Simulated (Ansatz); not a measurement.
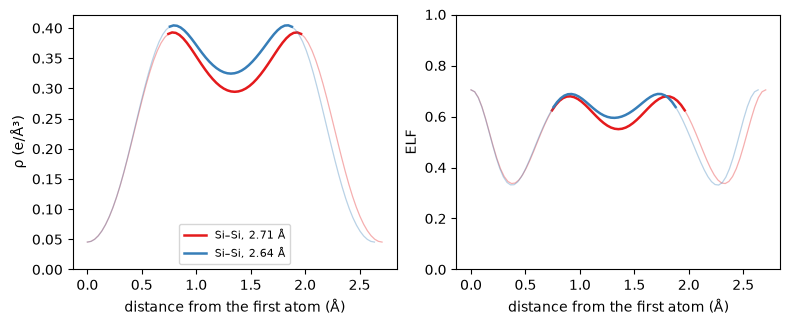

*Si. Valence pseudo-density and ELF along straight lines between neighbouring atoms. Thin, pale parts lie inside the atomic spheres.*

Space group C2/c; a structure from a database of computed crystals, not necessarily the ambient phase; changed on purpose from its base cell (strain +0.0125 x Voigt [0, 0, 0, 0, 1, 0], atoms carried along).

Method: Ansatz 0.2.0, DFT PBE+D3(BJ), scalar-relativistic, plane waves, PAW.

In a PAW calculation such maps are meaningful between the atoms, not at the nuclei.

### Compare the contacts.

Si–Si (2.71 Å): the density is about 0.29 e/Å³ at the midpoint; the ELF peaks at about 0.70 between the atoms.
Si–Si (2.64 Å): ρ is about 0.32 e/Å³ halfway; the ELF peaks at about 0.70 between the atoms.
